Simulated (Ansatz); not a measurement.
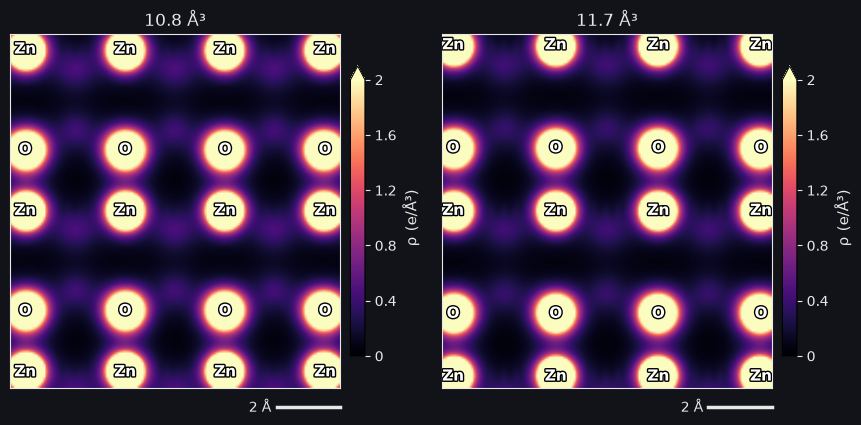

ZnO. The valence charge density (pseudo) of cells scaled evenly to different volumes (given per atom above each panel), on the (100) plane of each (indices in the axes of the cell below), at one length scale and on one colour scale.

Theory: DFT, PBEsol, PAW with Ansatz's default frozen-core files, scalar-relativistic; relaxation of cell and atoms (Ansatz 0.2.0).

Core electrons are frozen (PAW), and the valence fields are smoothed inside the atomic spheres.

The largest cell:

```
Zn O
1.0
     3.22308    0.00000    0.00000
    -1.61154    2.79127    0.00000
     0.00000    0.00000    5.20235
Zn O
2 2
Direct
  0.33333 0.66667 0.50002
  0.66667 0.33333 0.00002
  0.66667 0.33333 0.37899
  0.33333 0.66667 0.87899
```

| volume (Å³/atom) | Zn–O contact in the plane (Å) | ρ at its midpoint (e/Å³) | pressure (GPa) | gap on the mesh (eV) | 
| --- | --- | --- | --- | --- |
| 10.81 | 1.920 | 0.702 | 15.0 | 0.82 | 
| 11.09 | 1.936 | ? | ? | ? | 
| 11.70 | 1.972 | 0.621 | 1.0 | 0.71 | 

Q: What values belong in the row with question marks?

A: Over the known rows ln ρ falls by 2.36 per Å of Zn–O distance (the line through the two), which gives 0.676 e/Å³ at 1.936 Å; the calculation gives 0.678 e/Å³. For the pressure, a straight line in volume between the neighbouring rows gives 10.6 GPa; the calculation gives 10.0, lower because pressure rises ever faster on compression. For the gap on the mesh, a straight line in volume between the neighbouring rows gives 0.79 eV; the calculation gives 0.79.
